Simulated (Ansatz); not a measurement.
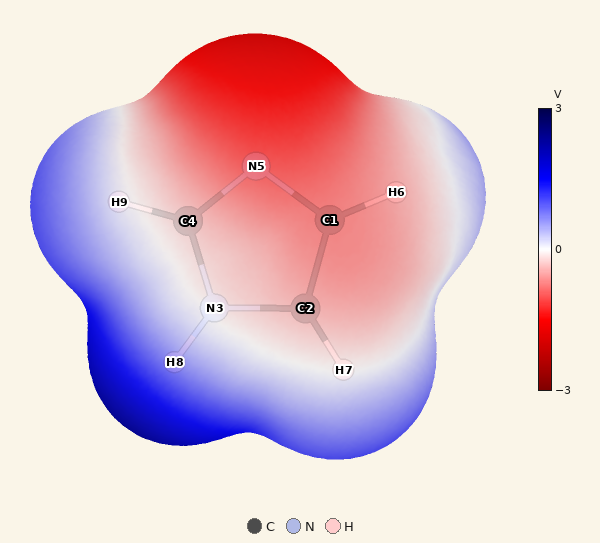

Figure 1: C₃H₄N₂. The molecular electrostatic potential painted on the density surface at 0.001 e/bohr³, seen across its widest extent; red is negative and blue positive.

Geometry: PBE0-D4/def2-TZVP.

All numbers below come from RKS PBE0-D4/def2-TZVPP in Ansatz.

```xyz
9

C     0.0112    1.1339   -0.4683
C     0.7182   -0.0096   -0.7061
N     0.2132   -0.9294    0.1727
C    -0.7581   -0.3129    0.8892
N    -0.9053    0.9337    0.5269
H     0.1126    2.0891   -0.9594
H     1.5092   -0.2463   -1.3978
H     0.5092   -1.8845    0.2677
H    -1.3217   -0.8202    1.6580
```

Which sites attract a positive test charge, and which a negative one?

Answer. A positive charge is drawn to the negative regions and a negative charge to the positive ones. The most negative region (about −1.9 V) lies over N5, the most positive (about +2.3 V) over H8. N5 is the likeliest acceptor of a hydrogen bond.
